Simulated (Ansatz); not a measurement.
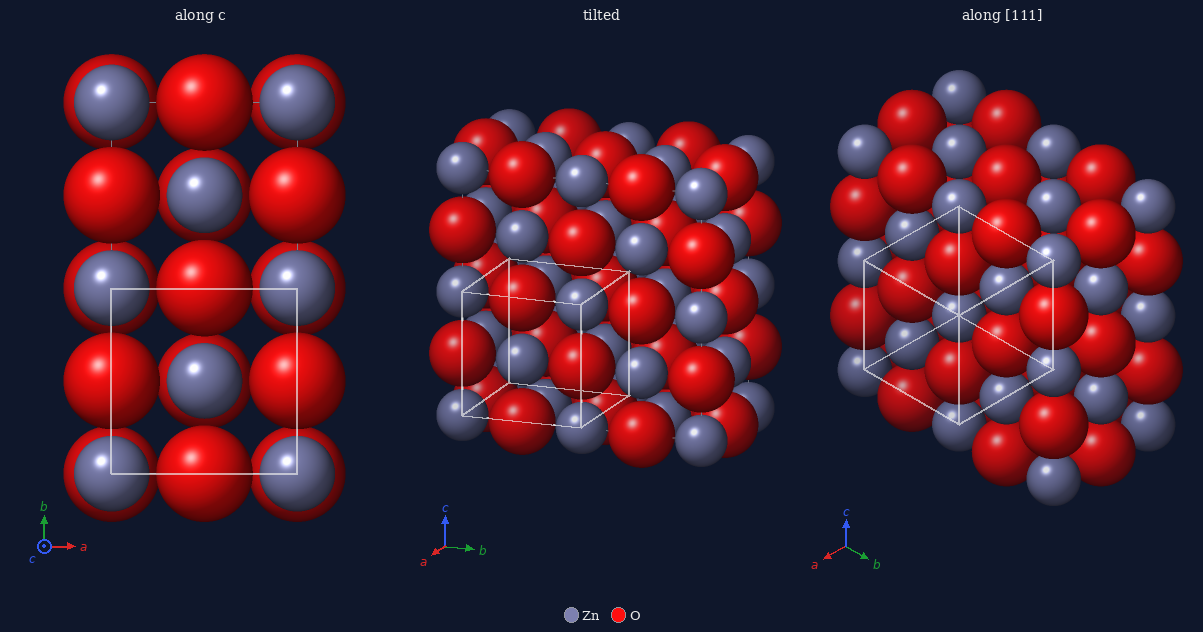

Shown here is a space-filling view of the crystal, taken along the c axis, slightly off an axis and along [111]. The structure is repeated 1×2×2 times; solid lines mark one conventional unit cell.

What structure is drawn here?

Composition: ZnO. It belongs to space group Fm-3m (No. 225) and has a face-centred cubic lattice. Its structure type: rock salt (NaCl type). One cell contains 4 Zn, 4 O, 8 atoms in all. The neighbours of Zn are six O in an octahedral arrangement. O bonds to six Zn in an octahedral arrangement.

The model was built from a structure listed in the Materials Project, with elements exchanged, so it need not be a known form of the compound. It is drawn as it came out of a relaxation with DFT PBEsol, scalar-relativistic, plane waves, PAW (Ansatz).
